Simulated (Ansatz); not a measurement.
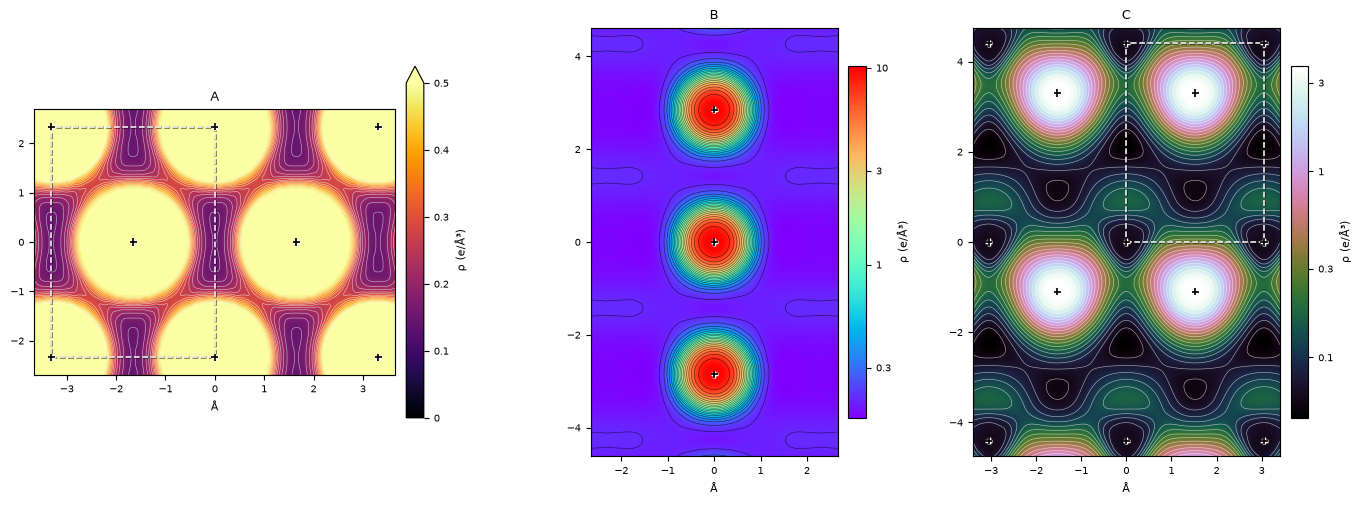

The valence charge density (pseudo) of 3 systems, each on a plane through atoms (crosses mark nuclei in the plane).

Method: DFT PBE, scalar-relativistic, plane waves, PAW (Ansatz 0.2.0).

System 1: Au, the (011) plane of the conventional cell. Space group Im-3m; a structure from a database of computed crystals, not necessarily the ambient phase; computed without spin polarisation.

```xyz
2
Lattice="3.3095 0.0000 0.0000 0.0000 3.3095 0.0000 0.0000 0.0000 3.3095" Properties=species:S:1:pos:R:3 pbc="T T T"
Au    0.0000    0.0000    0.0000
Au    1.6547    1.6547    1.6547
```

System 2: AlN, the (010) plane of the conventional cell. Space group Imm2; a structure from a database of computed crystals, not necessarily the ambient phase; changed on purpose from its base cell (strain -0.0400 x Voigt [0, 0, 0, 0, 0, 1], atoms carried along); not relaxed (largest force 0.3 eV/Å).

```
Al N
1.0
     2.15756    2.15756    0.00000
    -2.24562    2.24562    0.00000
     0.00000    0.00000    4.40317
Al N
2 2
Direct
  0.00000 0.00000 0.00000
  0.50000 0.50000 0.50000
  0.00000 0.50000 0.25000
  0.50000 0.00000 0.75000
```

System 3: Ti, the (010) plane of the conventional cell. Space group P6/mmm; a structure from a database of computed crystals, not necessarily the ambient phase; changed on purpose from its base cell (volume × 1.02, shape and atoms relaxed); computed pressure about −2 GPa in this cell; computed without spin polarisation.

```
CELL_PARAMETERS angstrom
4.62116 0.00000 0.00000
-2.31058 4.00204 0.00000
0.00000 0.00000 2.84693
ATOMIC_POSITIONS crystal
Ti 0.00000 0.00000 0.00000
Ti 0.33333 0.66667 0.50000
Ti 0.66667 0.33333 0.50000
```

> Which map belongs to which system?

Panel A is system 1, Au: the plane holds Au. Au–Au (2.87 Å): ρ is about 0.28 e/Å³ halfway. Panel B is system 3, Ti: the plane holds Ti. Ti–Ti (2.85 Å): ρ at the midpoint is about 0.18 e/Å³. Panel C is system 2, AlN: the plane holds Al and N. Al–N (1.88 Å): ρ at the midpoint is about 0.7 e/Å³.
